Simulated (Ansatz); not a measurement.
## Electronic structure of Ca in real space

Input

```
crystal:
  lattice:
    - [1.8701082051, 1.0797074757, 18.419363463]
    - [-1.8701082051, 1.0797074757, 18.419363463]
    - [0.0, -2.1594149513, 18.419363463]
  atoms:
    - { symbol: Ca, position: [0.5, 0.5, 0.5] }
    - { symbol: Ca, position: [0.0, 0.0, 0.0] }
    - { symbol: Ca, position: [0.1112793, 0.1112793, 0.1112793] }
    - { symbol: Ca, position: [0.8887207, 0.8887207, 0.8887207] }
    - { symbol: Ca, position: [0.2776863, 0.2776863, 0.2776863] }
    - { symbol: Ca, position: [0.7223137, 0.7223137, 0.7223137] }
basis:
  ecutwfc: 420
kpoints:
  mp_grid: { grid: [12, 12, 12] }
hamiltonian:
  xc: pbe
scf:
  occupations: { method: gaussian, width: 0.1 }
output:
  forces: true
  stress: true
  eigenvalues: true
  write_density: true
  write_potential: true
  elf: true
  volumetric_format: npy
relax:
  adjacent_minimum: "off"
  f_tol: 0.01
  max_steps: 30
  cell: { stress_tol: 0.1, fix: [volume] }
```

Command:

```sh
ansatz run input.yaml --threads 4 --pin off --max-ram 8192MiB --backend cpu --events-out ev --progress --plain --runs-dir out
```

Below, planes, directions and counts refer to the conventional cell (a = 3.74 Å, b = 3.74 Å, c = 55.26 Å, α = 90.00°, β = 90.00°, γ = 120.00°).

The fields are those of the relaxed geometry.

Space group R-3m; a structure generated by program, which may or may not match a known phase; changed on purpose from its base cell (volume × 0.88, shape and atoms relaxed); computed pressure about 3 GPa in this cell.

The calculation used Ansatz, DFT PBE, scalar-relativistic, plane waves, PAW.

Core electrons are frozen (PAW), and the valence fields are smoothed inside the atomic spheres.

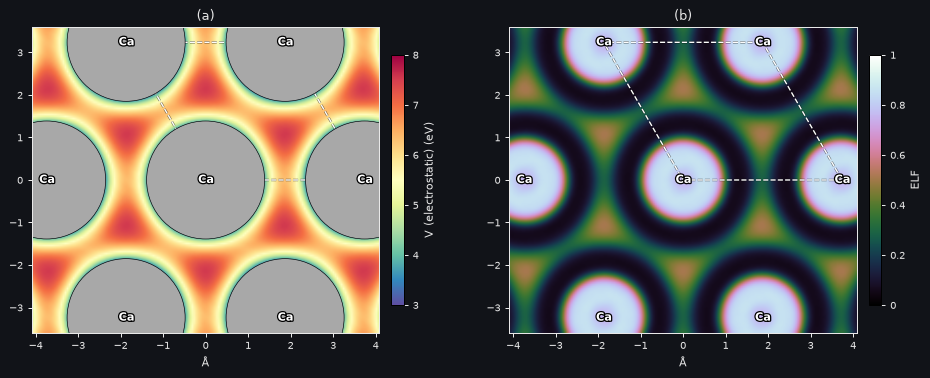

Figure 1. (a) electrostatic potential (local pseudopotential plus Hartree) felt by an electron; (b) electron localisation function on the (001) plane of the conventional cell. Grey discs cover the atomic cores in the potential map.

Question: Read the bonding off the picture.

Answer: The plane passes through Ca nuclei.
Ca–Ca (3.74 Å): the ELF is about 0.30 at the midpoint: no localised pair shows between them.
The features right at Ca lie inside the PAW spheres, where the map follows smoothed inner orbitals and isn't to be read closely.
Outside the cores the potential energy rises away from the atoms and is highest about 2.1 Å from the nearest atoms; its zero is arbitrary.

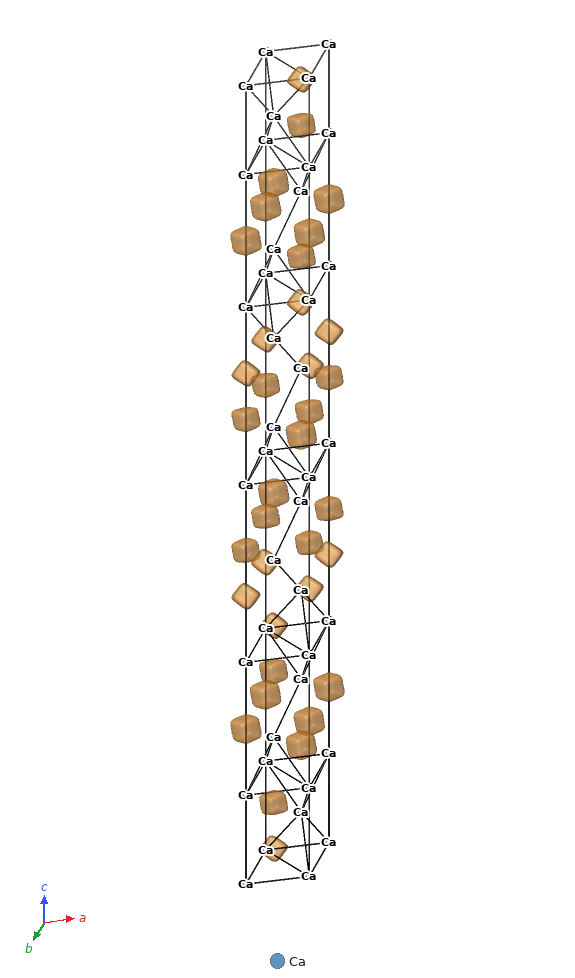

Figure 2. Isosurface of the electron localisation function at 0.65 (orange), seen at an oblique angle. Only the valence region is drawn (cores and ρ < 0.01 e/Å³ removed). Sticks mark near contacts.

Question: What do the ELF domains correspond to?

Answer: The surface consists of 18 pockets between the atoms, centred on no nucleus (multi-centre or interstitial), counted in one cell of 18 atoms. Any copies at cell faces, edges or corners count once. There are no localised bonds or lone pairs at this value.

Question: Does the calculation give a band gap?

Answer: It is gapless in this calculation (a metal or semimetal).
